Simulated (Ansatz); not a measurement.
## Electronic structure of AlO2 in real space

Input file:

```
crystal:
  lattice:
    - [2.8527306319, 0.0, 0.0]
    - [-1.4263653159, 2.4705371974, 0.0]
    - [0.0, 0.0, 4.2883408089]
  atoms:
    - { symbol: Al, position: [0.3333333333, 0.6666666667, 0.5] }
    - { symbol: O, position: [0.0, 0.0, 0.260720734] }
    - { symbol: O, position: [0.0, 0.0, 0.739279266] }
basis:
  ecutwfc: 420
kpoints:
  mp_grid: { grid: [18, 18, 12] }
hamiltonian:
  xc: pbe
scf:
  occupations: { method: gaussian, width: 0.1 }
output:
  forces: true
  stress: true
  eigenvalues: true
  write_density: true
  write_potential: true
  elf: true
  volumetric_format: npy
relax:
  adjacent_minimum: "off"
  f_tol: 0.01
  max_steps: 80
  cell: { stress_tol: 0.05 }
```

Run with:

```sh
ansatz run input.yaml --threads 1 --pin off --max-ram 2048MiB --backend cpu --events-out ev --progress --plain --runs-dir out
```

Below, planes, directions and counts refer to the conventional cell (a = 2.85 Å, b = 2.85 Å, c = 4.22 Å, α = 90.00°, β = 90.00°, γ = 120.00°).

The fields are those of the relaxed geometry.

Space group P-6m2; a structure generated by program, which may or may not match a known phase; computed without spin polarisation.

All numbers below come from Ansatz, DFT PBE, scalar-relativistic, plane waves, PAW.

In a PAW calculation such maps are meaningful between the atoms, not at the nuclei.

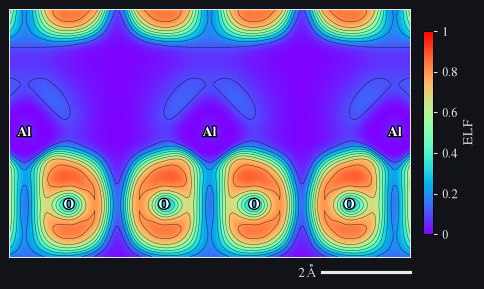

Figure 1. ELF on the (110) plane of the conventional cell.

Q: Read the bonding off the picture.

A:
- The plane passes through Al and O nuclei.
- Al–O (1.94 Å): the ELF peaks at about 0.85 in the valence shell of O, 0.7 Å from its nucleus, and is about 0.75 at the midpoint.

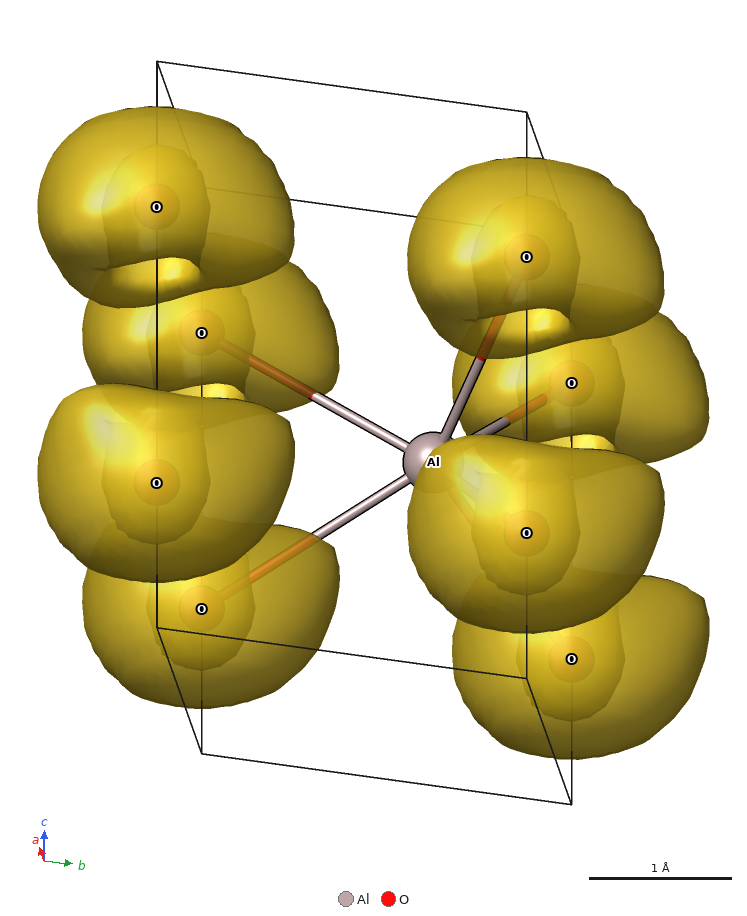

Figure 2. Isosurface of the ELF at 0.75 (yellow), seen at an oblique angle. Only the valence region is drawn (cores and ρ < 0.01 e/Å³ removed). Sticks mark near contacts.

Q: Where are the electrons localised?

A: The surface consists of two regions wrapped around O (the valence shell of each), counted in one cell of 3 atoms. Regions shared between cells count once.

Q: Metal or insulator at this level of theory?

A: It is gapless in this calculation (a metal or semimetal).
